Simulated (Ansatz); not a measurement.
**Residual resistivity of an alloy: W(100) with 4 layers of random W-V, 2x2**

Aim: the residual resistivity of a random alloy, from W(100) with 4 layers of random W-V, 2x2 and longer regions.

Program: Ansatz 0.2.0. Level of theory: Ansatz plane-wave DFT, PBE, PAW files; ballistic transport by layer matching (Landauer), zero bias; PAW set soft_1. Results are calculated unless marked as measured.

### Step 1. Set-up

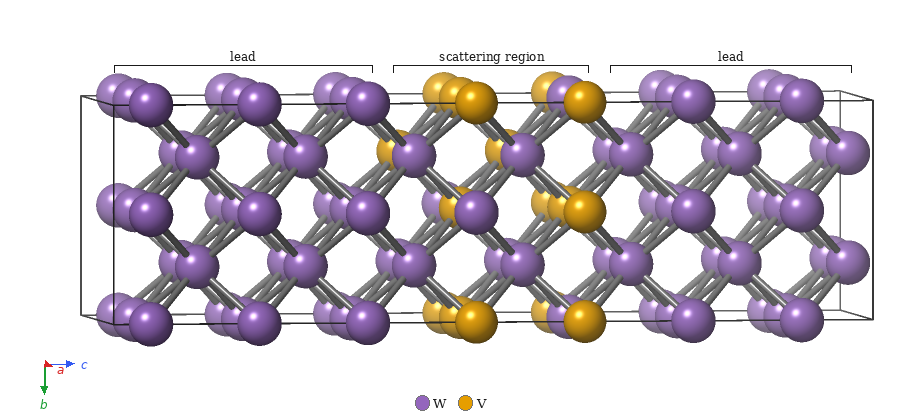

Start, viewed from the side, with the c axis across the page; tungsten purple, vanadium orange. Some periodic images of atoms are drawn too.

The cell holds 56 atoms: 48 W and 8 V. Its edges and angles: a = 6.330 Å, b = 6.330 Å, c = 22.154 Å, α = 90.0°, β = 90.0°, γ = 90.0°. It derives from W. Regions: lead, 40 atoms (40 W); scattering region, 16 atoms (8 V and 8 W). The structure is stacked along c, and the current runs across the ab planes.

### Step 2. With 4 alloy layers

In 4 layers a share of 0.5 of the sites is given to V at random. The layers about the cell's end stay perfect and serve as the lead. Disorder leaves little or no symmetry, which makes such runs dear. Energies from -0.05 to 0.05 eV in steps of 0.05 eV are too few for the program's thermal sum, so it prints no conductance; for a metal the transmission near the Fermi level serves, at a fraction of the cost.

File input.yaml:

```yaml
crystal:
  lattice:
    - [6.3296, 0.0, 0.0]
    - [0.0, 6.3296, 0.0]
    - [0.0, 0.0, 22.1536]
  atoms:
    - { symbol: W, position: [0.0, 0.0, 0.0357142857] }
    - { symbol: W, position: [0.0, 0.5, 0.0357142857] }
    - { symbol: W, position: [0.5, 0.0, 0.0357142857] }
    - { symbol: W, position: [0.5, 0.5, 0.0357142857] }
    - { symbol: W, position: [0.25, 0.25, 0.1071428571] }
    - { symbol: W, position: [0.25, 0.75, 0.1071428571] }
    - { symbol: W, position: [0.75, 0.25, 0.1071428571] }
    - { symbol: W, position: [0.75, 0.75, 0.1071428571] }
    - { symbol: W, position: [0.0, 0.0, 0.1785714286] }
    - { symbol: W, position: [0.0, 0.5, 0.1785714286] }
    - { symbol: W, position: [0.5, 0.0, 0.1785714286] }
    - { symbol: W, position: [0.5, 0.5, 0.1785714286] }
    - { symbol: W, position: [0.25, 0.25, 0.25] }
    - { symbol: W, position: [0.25, 0.75, 0.25] }
    - { symbol: W, position: [0.75, 0.25, 0.25] }
    - { symbol: W, position: [0.75, 0.75, 0.25] }
    - { symbol: W, position: [0.0, 0.0, 0.3214285714] }
    - { symbol: W, position: [0.0, 0.5, 0.3214285714] }
    - { symbol: W, position: [0.5, 0.0, 0.3214285714] }
    - { symbol: W, position: [0.5, 0.5, 0.3214285714] }
    - { symbol: V, position: [0.25, 0.25, 0.3928571429] }
    - { symbol: W, position: [0.25, 0.75, 0.3928571429] }
    - { symbol: W, position: [0.75, 0.25, 0.3928571429] }
    - { symbol: W, position: [0.75, 0.75, 0.3928571429] }
    - { symbol: V, position: [0.0, 0.0, 0.4642857143] }
    - { symbol: W, position: [0.0, 0.5, 0.4642857143] }
    - { symbol: V, position: [0.5, 0.0, 0.4642857143] }
    - { symbol: V, position: [0.5, 0.5, 0.4642857143] }
    - { symbol: V, position: [0.25, 0.25, 0.5357142857] }
    - { symbol: W, position: [0.25, 0.75, 0.5357142857] }
    - { symbol: W, position: [0.75, 0.25, 0.5357142857] }
    - { symbol: W, position: [0.75, 0.75, 0.5357142857] }
    - { symbol: V, position: [0.0, 0.0, 0.6071428571] }
    - { symbol: V, position: [0.0, 0.5, 0.6071428571] }
    - { symbol: W, position: [0.5, 0.0, 0.6071428571] }
    - { symbol: V, position: [0.5, 0.5, 0.6071428571] }
    - { symbol: W, position: [0.25, 0.25, 0.6785714286] }
    - { symbol: W, position: [0.25, 0.75, 0.6785714286] }
    - { symbol: W, position: [0.75, 0.25, 0.6785714286] }
    - { symbol: W, position: [0.75, 0.75, 0.6785714286] }
    - { symbol: W, position: [0.0, 0.0, 0.75] }
    - { symbol: W, position: [0.0, 0.5, 0.75] }
    - { symbol: W, position: [0.5, 0.0, 0.75] }
    - { symbol: W, position: [0.5, 0.5, 0.75] }
    - { symbol: W, position: [0.25, 0.25, 0.8214285714] }
    - { symbol: W, position: [0.25, 0.75, 0.8214285714] }
    - { symbol: W, position: [0.75, 0.25, 0.8214285714] }
    - { symbol: W, position: [0.75, 0.75, 0.8214285714] }
    - { symbol: W, position: [0.0, 0.0, 0.8928571429] }
    - { symbol: W, position: [0.0, 0.5, 0.8928571429] }
    - { symbol: W, position: [0.5, 0.0, 0.8928571429] }
    - { symbol: W, position: [0.5, 0.5, 0.8928571429] }
    - { symbol: W, position: [0.25, 0.25, 0.9642857143] }
    - { symbol: W, position: [0.25, 0.75, 0.9642857143] }
    - { symbol: W, position: [0.75, 0.25, 0.9642857143] }
    - { symbol: W, position: [0.75, 0.75, 0.9642857143] }
kpoints:
  mp_grid: { grid: [4, 4, 1] }
hamiltonian:
  xc: pbe
  pseudopotentials: { kind: paw, azcp: { folder: soft_1 } }
scf:
  occupations: { method: fermi_dirac, width: 0.1 }
output:
  transmission: { leads: [[0, 4]], kmesh: [8, 8], e_range: [-0.05, 0.05], de: 0.05 }
  write_potential: true
  write_density: true
  volumetric_format: npy
```

On the command line:

```console
$ ansatz run input.yaml --threads 4 --pin off --max-ram 15360MiB --backend cpu --events-out ev --progress --plain --runs-dir out
```

Numbers of over 12 decimals in the logs are rounded to 6 here.

The log of the run:

```text
Engine: ansatz 0.2.0, x86_64-unknown-linux-gnu
Pseudopotentials: kind: paw
Pseudopotential: W, paw, valence charge 14, recommended cutoff 420 eV (normal), soft_1/W.paw.azcp
Pseudopotential: V, paw, valence charge 13, recommended cutoff 420 eV (normal), soft_1/V.paw.azcp
Functional definition: PBE
  parameter kappa = 0.804
  parameter beta = 0.066725
  exchange = pbe_x(kappa = kappa, mu = beta*pi^2/3)
  correlation = pbe_c(beta = beta)
Crystal: 56 atoms, lattice volume = 887.558 Å³
Basis set: ecut = 420 eV, 17351 PW (Γ)
Bands: 466, of which v1, the nominal top of the filled ones, is band 388 counted from 1 (387 counted from 0)
Symmetry: 2 space group operations
Space group: Cm (ITA 8), of the structure as read, at distance tolerance 9.6e-5 Å
k-points: 7 of 16 (time reversal used)
Non-local potential: W, projectors of the file, l = 0: 3, l = 1: 2, l = 2: 2, l = 3: 1
Non-local potential: V, projectors of the file, l = 0: 3, l = 1: 2, l = 2: 3, l = 3: 1
PAW form: soft (Blöchl's): semilocal exchange-correlation on the pseudo side does not see the compensation charge
PAW one-centre angular grid: W, 590 points (default); XC on 64 Gauss nodes
PAW one-centre angular grid: V, 590 points (default); XC on 64 Gauss nodes
Initial density: superposition of atomic densities (chi_scale 0.1, normalization cell, long waves of neutral atoms (reshape's long-wave potential 9.55 eV rms, cloud 3.15 Å wide))
Initial wavefunctions: pseudopotential atomic-orbital guess
Functional: x = pbe(κ = 0.804, μ = 0.219515), c = pbe(β = 0.066725)
SCF iter   1: F=—  HF=-521941.570607 eV  |F-HF|=—  |Δ(HF+E_count)|=         —  Δρ=3.08e-1  dr2=6.84e3  ethr=3.10e-3  ⟨swp⟩=5.3  Hψ=12206  notcnv=0  defer=19
preconditioner: auto → Kerker (q_TF=auto, 2.668 Å⁻¹)  [metal: Δε(μ)=0.015 eV  Ē_g=4.816 eV  σ=0.100 eV  W_gap=0.04  n_scr=286 (ndim 8)  ℏωp=22.6 eV  f_vac=0.000  D(μ)=53.63/eV (n_scr^D=562)]
SCF iter   2: F=—  HF=-521852.159675 eV  |F-HF|=—  |Δ(HF+E_count)|=    8.94e1  Δρ=8.66e-2  dr2=6.91e2  ethr=3.10e-3  ⟨swp⟩=5.9  Hψ=7399  notcnv=0  defer=88
SCF iter   3: F=—  HF=-521833.510352 eV  |F-HF|=—  |Δ(HF+E_count)|=    1.86e1  Δρ=4.26e-2  dr2=3.19e2  ethr=3.10e-3  ⟨swp⟩=4.4  Hψ=6923  notcnv=0  defer=4
SCF iter   4: F=—  HF=-521826.618979 eV  |F-HF|=—  |Δ(HF+E_count)|=    6.89e0  Δρ=2.05e-2  dr2=6.14e1  ethr=3.10e-3  ⟨swp⟩=4.3  Hψ=8881  notcnv=0
SCF iter   5: F=—  HF=-521825.714937 eV  |F-HF|=—  |Δ(HF+E_count)|=   9.04e-1  Δρ=1.97e-2  dr2=7.67e0  ethr=3.10e-3  ⟨swp⟩=4.0  Hψ=8895  notcnv=0
SCF iter   6: F=—  HF=-521825.330836 eV  |F-HF|=—  |Δ(HF+E_count)|=   3.84e-1  Δρ=5.50e-3  dr2=7.36e-1  ethr=9.89e-4  ⟨swp⟩=3.4  Hψ=5261  notcnv=0
SCF iter   7: F=—  HF=-521825.305493 eV  |F-HF|=—  |Δ(HF+E_count)|=   2.53e-2  Δρ=3.40e-3  dr2=2.47e-1  ethr=9.48e-5  ⟨swp⟩=2.3  Hψ=4328  notcnv=0
SCF iter   8: F=—  HF=-521825.296636 eV  |F-HF|=—  |Δ(HF+E_count)|=   8.86e-3  Δρ=7.81e-4  dr2=2.60e-2  ethr=3.18e-5  ⟨swp⟩=1.9  Hψ=3402  notcnv=0
SCF iter   9: F=—  HF=-521825.295801 eV  |F-HF|=—  |Δ(HF+E_count)|=   8.35e-4  Δρ=1.04e-4  dr2=7.36e-4  ethr=3.35e-6  ⟨swp⟩=2.0  Hψ=3289  notcnv=0
SCF iter  10: F=—  HF=-521825.295784 eV  |F-HF|=—  |Δ(HF+E_count)|=   1.69e-5  Δρ=2.54e-5  dr2=2.45e-5  ethr=9.49e-8  ⟨swp⟩=2.0  Hψ=3363  notcnv=0
SCF iter  11: F=—  HF=-521825.295206 eV  |F-HF|=—  |Δ(HF+E_count)|=   5.78e-4  Δρ=7.63e-6  dr2=1.73e-6  ethr=3.15e-9  ⟨swp⟩=2.0  Hψ=3467  notcnv=0
SCF iter  12: F=-521825.295206 eV  HF=-521825.295206 eV  |F-HF|=7.65e-8  |Δ(HF+E_count)|=   9.09e-8  Δρ=2.32e-6  dr2=7.79e-8  ethr=1.29e-11  ⟨swp⟩=6.9  Hψ=10307  notcnv=0
SCF 1 converged in 12 iterations: F = -521825.295206 eV  dr2 = 7.79e-8
  greatest PAW one-centre occupation: 1.000 electrons in one spin orbital (limit 2), on the V atom at site 33 (counted from 0), in its partial waves of l = 0
transmission: 60 of 588 steps passed
transmission: 126 of 588 steps passed
[...]
transmission: 588 of 588 steps passed
SCF converged after 12 iterations
Free energy (F): -521825.295206 eV
Harris-Foulkes:  -521825.295206 eV  (|F-HF|=7.65e-8)
Internal energy: -521824.472991 eV  (E = F + TS)
E sigma→0 (E₀):  -521824.884099 eV
Entropy (-TS):   -0.822215 eV (-14.682 meV/atom)
Fermi energy:    21.044902 eV
--- Per-component energies (eV) ---
  E_band       = -5565.743867
  E_kinetic    = 22568.265398
  E_local      = -34983.600698  (includes V_loc(G=0)·N_el)
  E_nonlocal   = -581.649547
  E_hartree    = 14585.272316
  E_xc         = -13759.741392
  E_vxc        = -12254.990519  (∫ρ·V_xc dr)
  E_paw        = -420731.684262  (= ΣΔE_a)
  E_vpaw       = -9484.322175  (= ΣTr[D̂ρ^β])
  E_aug_tail   = 0.015321  (compensation charges beyond the density's cutoff)
  E_ewald      = -88921.350126
  E_smearing   = -0.822215  (= −TS)
  E_closure    = -0.000000  (closes the sum)
  Σ components = -521825.295206   (vs F -521825.295206, Δ=0.00e0)
--- Band table (eV; the first three rows and the last of 7) ---
  k-point 0: bands = [... 384 lower, 21.2246, 21.2386, 21.2817, 21.3135, 21.3716, 21.3750, 21.3854, 21.4127, ... 74 higher]
  k-point 1: bands = [... 384 lower, 20.9650, 21.0263, 21.0390, 21.0814, 21.1605, 21.1619, 21.1727, 21.1856, ... 74 higher]
  k-point 2: bands = [... 384 lower, 20.6038, 20.7612, 20.8277, 20.8858, 21.3025, 21.3077, 21.3120, 21.3162, ... 74 higher]
  k-point 6: bands = [... 384 lower, 20.1100, 20.1784, 20.1874, 20.3623, 20.7591, 20.8132, 20.8530, 20.8924, ... 74 higher]
--- Transmission ---
  basis      : 349 plane waves across, 28 finite elements along
  points     : 21, standing for a mesh of 8 x 8
  energies   : 3 from -0.050000 to 0.050000 eV about the Fermi level, 0.050000 eV apart; the leads are filled to 0.000000 eV, and channels, transmission and decay are at 0.000000 eV
  crystal 0  : W4, at the sites [0, 4], period 1.5824 Å, over 15.82 Å; its Hamiltonian steps by up to 23.2 meV
    offset         : up to 0.0000 Å between an atom of the period and one for which it stands
    channels       : 5.281250e0 a spin
    conductance    : none, the energies end too early or step too widely for 300 K: set another output.transmission.e_range or a lower de, or, where they end at an eighth of basis.ecutwfc, a higher one
    slowest decay  : 0.0367 /Å at (0.5000, 0.5000)
  junction   : crystal 0 to crystal 0, 0.70 to 21.27 Å
    transmission   : 3.113091e0 a spin
    conductance    : none, the energies end too early or step too widely for 300 K: set another output.transmission.e_range or a lower de, or, where they end at an eighth of basis.ecutwfc, a higher one
```

Elapsed: 7.2 min, on 4 threads of Intel Xeon Platinum 8259CL at 2.50GHz (Skylake/Cascade Lake), shared host; peak memory 7.7 GiB; 25 min of CPU time.

The column dr2 measures how far the density is from self-consistency, as an energy; F and HF (Harris–Foulkes) agree once it is small.

This run has no spin polarisation, although V can carry a moment.

This step gave:

- free energy: -521825.2952 eV
- energy at zero smearing: -521824.8841 eV
- Fermi energy: 21.04 eV
- cell area: 40.06 Å²
- transmission per spin nearest the Fermi level: 3.113
- open channels per spin nearest the Fermi level: 5.281
- step of the lead's potential: 23.2 meV

Per spin. Transmission, zone mean against energy, zero at the Fermi level:

```csv
energy (eV),"transmission, zone mean"
-0.0500,3.10
0.0000,3.11
0.0500,3.07
```

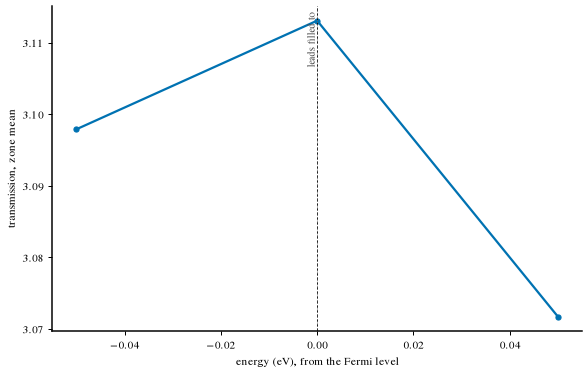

Transmission, zone mean, plotted against energy.

Per spin. The open channels, zone mean, lead by energy, zero at the Fermi level:

```csv
energy (eV),"open channels, zone mean, lead"
-0.0500,4.91
0.0000,5.28
0.0500,5.78
```

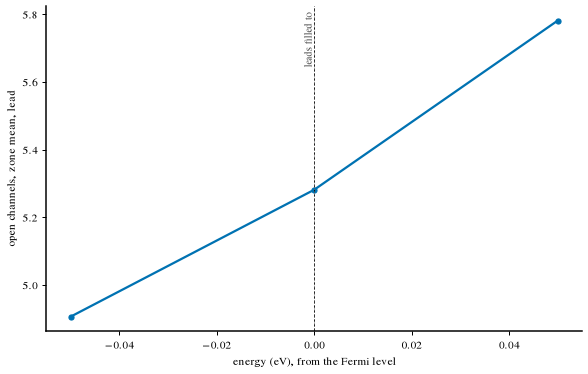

Open channels, zone mean, lead against energy.

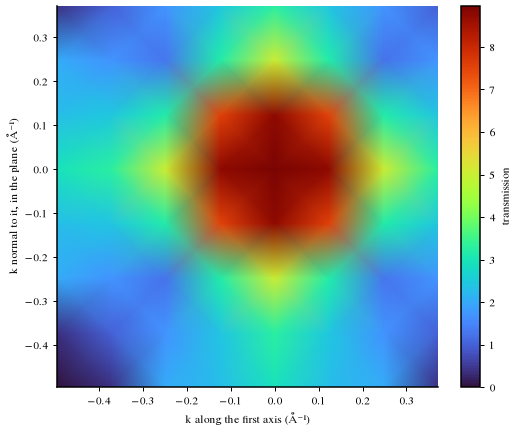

Transmission over k1 and k2. At 0.0000 eV from the Fermi level.

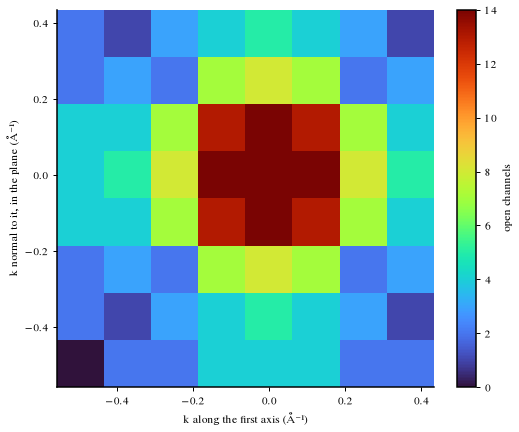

Open channels over k1 and k2. At 0.0000 eV from the Fermi level.

Over the solved energies the transmission per spin lies between 3.07 and 3.11, out of 5.32 channels of the lead on average (up to 5.78).

(Part 1 of 2 ends here.)

[Logs are printed without paths, hosts, clocks, repeated set-up lines and the standing remarks that a program may print on its own settings, such as how far it seeks lower states.]

[Hosts, paths, dates, database ids (printed as entryN), source tags and the programs' standing remarks are cut or masked in the printed files.]
